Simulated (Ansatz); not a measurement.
**Geometry relaxation, with input and output: Ta4N5 (part 2 of 2)**

The same run, continued: Ta4N5 (I4/m, 9 atoms in the cell); DFT r2SCAN, scalar-relativistic, plane waves, PAW, no spin polarisation (Ansatz 0.2.0); cutoff 500 eV, 10×10×10 k-mesh, Gaussian smearing of 0.1 eV. The structure derives from a Materials Project entry.

Geometry of the input (Å; fractional positions):
```
-3.4363  3.4363  2.1375
3.4363  -3.4363  2.1375
3.4363  3.4363  -2.1375
Ta 0.7828  0.6054  0.3882
Ta 0.3946  0.7828  0.1774
Ta 0.6054  0.2172  0.8226
Ta 0.2172  0.3946  0.6118
N  0.5000  0.5000  0.0000
N  0.9085  0.3090  0.2175
N  0.6910  0.9085  0.5994
N  0.3090  0.0915  0.4006
N  0.0915  0.6910  0.7825
```

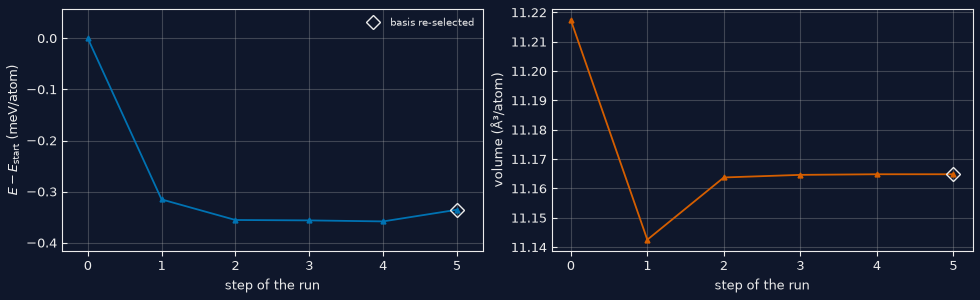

Progress of the relaxation, step by step (the first geometry is step 0 here and step 1 in the log). Over 4 geometry steps the energy falls by 0.4 meV per atom. Largest force component: 0.038 eV/Å at the start, 0.0011 eV/Å at the end. Pressure: −1.44 GPa at the start and 0.00 GPa at the end. The atoms keep their places relative to the cell (all moves are under 0.005 Å). The volume changes by −0.5 %, with a = b 6.873 → 6.865 Å (−0.1 %), c 4.275 → 4.264 Å (−0.3 %). Among the contacts that change: Ta1–Ta4 2.953 → 2.946 Å, Ta1–N8 2.147 → 2.141 Å, Ta1–N7 2.176 → 2.171 Å. The space group stays I4/m (No. 87). A last SCF at the same geometry on a re-selected plane-wave basis shifts the energy by +0.0 meV per atom. (Atoms are counted from 1 in the order of the input.)

```
basis re-selected at this cell: Δ(F+E_penalty+E_count) = +2.048e-4 eV, ΔP = -0.000 GPa vs the last step (what re-selecting the basis moved, of the pressure what is left beyond the Pulay correction that the steps carried, after the strain that the cell walked since its last selection, with what the two solves' SCF thresholds leave and, on support functions, any second-order correction that the steps lacked; it is no measure of the basis error at this ecutwfc). This SCF's stress stands 1.98e-3 GPa from its target on what of the cell is left free (relax.cell.stress_tol is 5.00e-2 GPa) and its largest allowed force component is 1.08e-3 eV/Å (relax.f_tol is 5.00e-3 eV/Å): within both
SCF converged after 5 iterations
Free energy (F): -41712.753602 eV
Harris-Foulkes:  -41712.753602 eV  (|F-HF|=1.46e-11)
Internal energy: -41712.745152 eV  (E = F + TS)
E sigma→0 (E₀):  -41712.749377 eV
Entropy (-TS):   -0.008450 eV (-0.939 meV/atom)
Fermi energy:    18.250841 eV
--- Per-component energies (eV) ---
  E_band       = -417.767665
  E_kinetic    = 2133.181178
  E_local      = -3244.163943  (includes V_loc(G=0)·N_el)
  E_nonlocal   = 283.404785
  E_hartree    = 1119.635089
  E_xc         = -1121.183515
  E_vxc        = -1316.561811  (∫ρ·V_xc dr)
  E_paw        = -34337.209417  (= ΣΔE_a)
  E_vpaw       = -581.336721  (= ΣTr[D̂ρ^β])
  E_aug_tail   = 0.000418  (compensation charges beyond the density's cutoff)
  E_vtau       = 68.438270  (kinetic-family band-sum trace: ∫τ·v_τ [+ j·A + Jᵃ·Aᵃ] dr)
  E_ewald      = -6543.236802
  E_core_change = -3.172944  (= ΣΔE_core)
  E_smearing   = -0.008450  (= −TS)
  E_closure    = 0.000000  (closes the sum)
  Σ components = -41712.753602   (vs F -41712.753602, Δ=0.00e0)
--- Forces (eV/Å), atoms counted from 1 ---
  atom   1  Ta     0.00053594     0.00107908    -0.00000000
  atom   2  Ta     0.00107908    -0.00053594     0.00000000
  atom   3  Ta    -0.00107908     0.00053594     0.00000000
  atom   4  Ta    -0.00053594    -0.00107908     0.00000000
  atom   5  N     -0.00000000    -0.00000000     0.00000000
  atom   6  N     -0.00070962     0.00065165     0.00000000
  atom   7  N      0.00065165     0.00070962    -0.00000000
  atom   8  N     -0.00065165    -0.00070962     0.00000000
  atom   9  N      0.00070962    -0.00065165     0.00000000
  max |Σ_I F_I| component: 2.17e-19 eV/Å
--- Stress (GPa, compression-positive) ---
       -0.001618       0.000000       0.000000
       -0.000000      -0.001618       0.000000
        0.000000       0.000000       0.001978
  P = ⅓ Tr σ = -0.0004 GPa (-0.004 kbar)
--- Band table (eV; the first three rows and the last of 144) ---
  k-point 0: bands = ["-53.0117", "-52.9379", "-52.9308", "-52.9308", "-19.2464", "-19.2355", "-19.0971", "-19.0971", "-19.0767", "-19.0767", "-18.8783", "-18.7699", "-18.7181", "-18.6706", "-18.5564", "-18.5564", "-0.6803", "1.1001", "1.1001", "1.5154", "1.7579", "10.5787", "10.5787", "11.0676", "11.2811", "11.5509", "12.1233", "12.1233", "12.3189", "12.4426", "12.9469", "12.9469", "13.4953", "15.2640", "15.3733", "15.3733", "16.7891", "16.7891", "17.1740", "18.8246", "19.3445", "19.4131", "19.4131", "19.7196", "19.7196", "20.0531", "20.7640", "22.0219"]
  k-point 1: bands = ["-53.0102", "-52.9420", "-52.9307", "-52.9283", "-19.2541", "-19.2252", "-19.1109", "-19.0846", "-19.0791", "-19.0772", "-18.8674", "-18.7608", "-18.7196", "-18.6729", "-18.5717", "-18.5564", "-0.6214", "1.0410", "1.0992", "1.4881", "1.7775", "10.4672", "10.5022", "11.2353", "11.3050", "11.5127", "12.0902", "12.2836", "12.4454", "12.4888", "12.9333", "13.0065", "13.3982", "15.0531", "15.1686", "15.3015", "16.7014", "16.7671", "17.3249", "18.5975", "19.2634", "19.4364", "19.5851", "19.7262", "19.9303", "20.2661", "20.9350", "22.1005"]
  k-point 2: bands = ["-53.0058", "-52.9498", "-52.9304", "-52.9253", "-19.2717", "-19.1885", "-19.1448", "-19.1025", "-19.0786", "-19.0399", "-18.8405", "-18.7413", "-18.7232", "-18.6800", "-18.6144", "-18.5564", "-0.4525", "0.9107", "1.0947", "1.4065", "1.7982", "10.3176", "10.4040", "11.3718", "11.3985", "11.6040", "12.1036", "12.4560", "12.5049", "12.8038", "12.8951", "13.1762", "13.2372", "14.3768", "14.9430", "15.1412", "16.3790", "16.6936", "17.5635", "18.5109", "19.2892", "19.3942", "19.5487", "19.7843", "20.5550", "20.5910", "21.3541", "22.0732"]
  k-point 143: bands = ["-52.9705", "-52.9705", "-52.9410", "-52.9296", "-19.2657", "-19.2586", "-19.1165", "-19.0369", "-19.0369", "-18.9152", "-18.8257", "-18.8257", "-18.7623", "-18.7623", "-18.6588", "-18.5237", "0.6398", "0.7914", "0.7914", "0.9659", "1.5045", "10.4183", "10.4183", "10.8164", "10.8539", "11.9019", "13.0055", "13.0055", "13.0661", "13.1714", "13.1935", "13.1935", "13.2473", "14.1614", "14.3758", "14.3758", "14.8387", "16.1547", "16.4346", "17.7817", "17.7817", "20.8063", "21.0066", "21.0066", "21.5732", "21.6596", "21.6596", "21.8002"]
--- Relaxed structure (5 steps of the walk, 5 accepted, 1 SCFs on fresh bases) ---
  F+E_penalty+E_count = -41712.75360217 eV   max|allowed force component| = 1.079e-3 eV/Å   (the final SCF, on the basis selected at the relaxed cell)
  cell:  # Å, volume = 100.4837 Å³
    - [-3.432704455505631, 3.432704455505631, 2.131881152892916]
    - [3.432704455505631, -3.432704455505631, 2.131881152892916]
    - [3.432704455505631, 3.432704455505631, -2.131881152892916]
  atoms:
    - { symbol: Ta, position: [0.7829399314794494, 0.6056050453241913, 0.38854497680364075] }
    - { symbol: Ta, position: [0.39439495467580843, 0.7829399314794493, 0.17733488615525772] }
    - { symbol: Ta, position: [0.6056050453241917, 0.21706006852055068, 0.8226651138447424] }
    - { symbol: Ta, position: [0.2170600685205507, 0.3943949546758084, 0.6114550231963591] }
    - { symbol: N, position: [0.49999999999999983, 0.49999999999999994, 1.511852972121306e-20] }
    - { symbol: N, position: [0.9082991208277749, 0.30852165539027554, 0.21682077621805043] }
    - { symbol: N, position: [0.6914783446097243, 0.9082991208277748, 0.5997774654374993] }
    - { symbol: N, position: [0.30852165539027554, 0.09170087917222525, 0.4002225345625008] }
    - { symbol: N, position: [0.09170087917222516, 0.6914783446097246, 0.7831792237819498] }
```

## Trajectory as extended XYZ (Å, eV, eV/Å), 6 frames, from step=1 to step=6
```
9
Lattice="-3.4363 3.4363 2.1375 3.4363 -3.4363 2.1375 3.4363 3.4363 -2.1375" Properties=species:S:1:pos:R:3:forces:R:3 step=1 energy=-41712.75058 pressure_GPa=-1.44
Ta    0.7245    1.9437    2.1375    0.0378   0.0260   0.0000
Ta    1.9437   -0.7245    2.1375    0.0260  -0.0378   0.0000
Ta    1.4925    4.1608    0.0000   -0.0260   0.0378   0.0000
Ta    2.7118    1.4925    0.0000   -0.0378  -0.0260   0.0000
N     0.0000    0.0000    2.1375    0.0000   0.0000   0.0000
N    -1.3124    2.8072    2.1375   -0.0281  -0.0346   0.0000
N     2.8072    1.3124    2.1375   -0.0346   0.0281   0.0000
N     0.6291    2.1239    0.0000    0.0346  -0.0281   0.0000
N     4.7487    0.6291    0.0000    0.0281   0.0346   0.0000
9
Lattice="-3.4302 3.4302 2.1307 3.4302 -3.4302 2.1307 3.4302 3.4302 -2.1307" Properties=species:S:1:pos:R:3:forces:R:3 step=2 energy=-41712.75342 pressure_GPa=0.65
Ta    0.7238    1.9422    2.1307    0.0153  -0.0235   0.0000
Ta    1.9422   -0.7238    2.1307   -0.0235  -0.0153   0.0000
Ta    1.4881    4.1540    0.0000    0.0235   0.0153   0.0000
Ta    2.7064    1.4881    0.0000   -0.0153   0.0235   0.0000
N     0.0000    0.0000    2.1307    0.0000   0.0000   0.0000
N    -1.3135    2.8013    2.1307   -0.0182   0.0023   0.0000
N     2.8013    1.3135    2.1307    0.0023   0.0182   0.0000
N     0.6289    2.1167    0.0000   -0.0023  -0.0182   0.0000
N     4.7437    0.6289    0.0000    0.0182  -0.0023   0.0000
9
Lattice="-3.4324 3.4324 2.1321 3.4324 -3.4324 2.1321 3.4324 3.4324 -2.1321" Properties=species:S:1:pos:R:3:forces:R:3 step=3 energy=-41712.75378 pressure_GPa=0.04
Ta    0.7246    1.9427    2.1321    0.0089  -0.0075   0.0000
Ta    1.9427   -0.7246    2.1321   -0.0075  -0.0089   0.0000
Ta    1.4897    4.1570    0.0000    0.0075   0.0089   0.0000
Ta    2.7077    1.4897    0.0000   -0.0089   0.0075   0.0000
N     0.0000    0.0000    2.1321    0.0000   0.0000   0.0000
N    -1.3140    2.8032    2.1321   -0.0098  -0.0058   0.0000
N     2.8032    1.3140    2.1321   -0.0058   0.0098   0.0000
N     0.6292    2.1184    0.0000    0.0058  -0.0098   0.0000
N     4.7463    0.6292    0.0000    0.0098   0.0058   0.0000
9
Lattice="-3.4326 3.4326 2.1320 3.4326 -3.4326 2.1320 3.4326 3.4326 -2.1320" Properties=species:S:1:pos:R:3:forces:R:3 step=4 energy=-41712.75379 pressure_GPa=-0.01
Ta    0.7246    1.9425    2.1320    0.0082   0.0032   0.0000
Ta    1.9425   -0.7246    2.1320    0.0032  -0.0082   0.0000
Ta    1.4901    4.1572    0.0000   -0.0032   0.0082   0.0000
Ta    2.7080    1.4901    0.0000   -0.0082  -0.0032   0.0000
N     0.0000    0.0000    2.1320    0.0000   0.0000   0.0000
N    -1.3152    2.8028    2.1320    0.0061   0.0060   0.0000
N     2.8028    1.3152    2.1320    0.0060  -0.0061   0.0000
N     0.6298    2.1174    0.0000   -0.0060   0.0061   0.0000
N     4.7478    0.6298    0.0000   -0.0061  -0.0060   0.0000
9
Lattice="-3.4327 3.4327 2.1319 3.4327 -3.4327 2.1319 3.4327 3.4327 -2.1319" Properties=species:S:1:pos:R:3:forces:R:3 step=5 energy=-41712.75381 pressure_GPa=-0.00
Ta    0.7250    1.9425    2.1319    0.0005   0.0011   0.0000
Ta    1.9425   -0.7250    2.1319    0.0011  -0.0005   0.0000
Ta    1.4902    4.1577    0.0000   -0.0011   0.0005   0.0000
Ta    2.7077    1.4902    0.0000   -0.0005  -0.0011   0.0000
N     0.0000    0.0000    2.1319    0.0000   0.0000   0.0000
N    -1.3146    2.8031    2.1319   -0.0007   0.0006   0.0000
N     2.8031    1.3146    2.1319    0.0006   0.0007   0.0000
N     0.6296    2.1181    0.0000   -0.0006  -0.0007   0.0000
N     4.7473    0.6296    0.0000    0.0007  -0.0006   0.0000
9
Lattice="-3.4327 3.4327 2.1319 3.4327 -3.4327 2.1319 3.4327 3.4327 -2.1319" Properties=species:S:1:pos:R:3:forces:R:3 step=6 energy=-41712.75360 pressure_GPa=-0.00
Ta    0.7250    1.9425    2.1319    0.0005   0.0011   0.0000
Ta    1.9425   -0.7250    2.1319    0.0011  -0.0005   0.0000
Ta    1.4902    4.1577    0.0000   -0.0011   0.0005   0.0000
Ta    2.7077    1.4902    0.0000   -0.0005  -0.0011   0.0000
N     0.0000    0.0000    2.1319    0.0000   0.0000   0.0000
N    -1.3146    2.8031    2.1319   -0.0007   0.0007   0.0000
N     2.8031    1.3146    2.1319    0.0007   0.0007   0.0000
N     0.6296    2.1181    0.0000   -0.0007  -0.0007   0.0000
N     4.7473    0.6296    0.0000    0.0007  -0.0007   0.0000
```

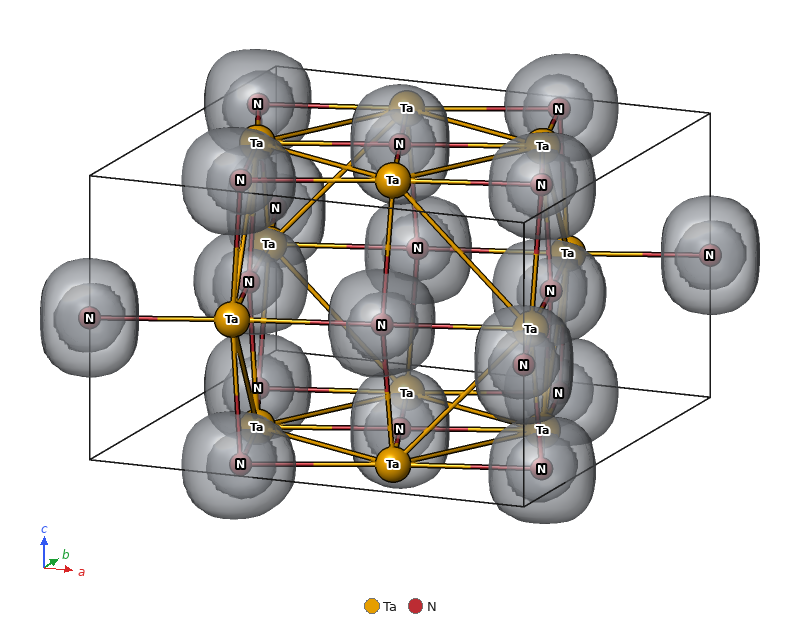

Isosurface of the ELF at 0.75 (grey), seen slightly off an axis. Core shells and regions of very low density are left out. Sticks mark near contacts. The outline is the cell set on symmetry axes. Profiles from the grid: Ta–N (2.07 Å): the ELF is about 0.20 at the midpoint; a polar contact without a shared pair, in a metal. Ta–Ta (2.93 Å): the ELF is about 0.30 at the midpoint (no shared electron pair). In a PAW calculation such maps are meaningful between the atoms, not at the nuclei.

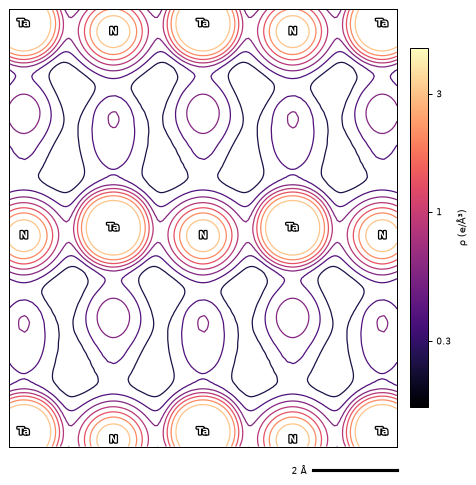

Valence charge density (pseudo) on the (110) plane of the conventional cell. Ta–N (2.14 Å): the density is about 0.64 e/Å³ at the midpoint. Away from the nuclei the density in this plane falls to 0.16 e/Å³ at its lowest.
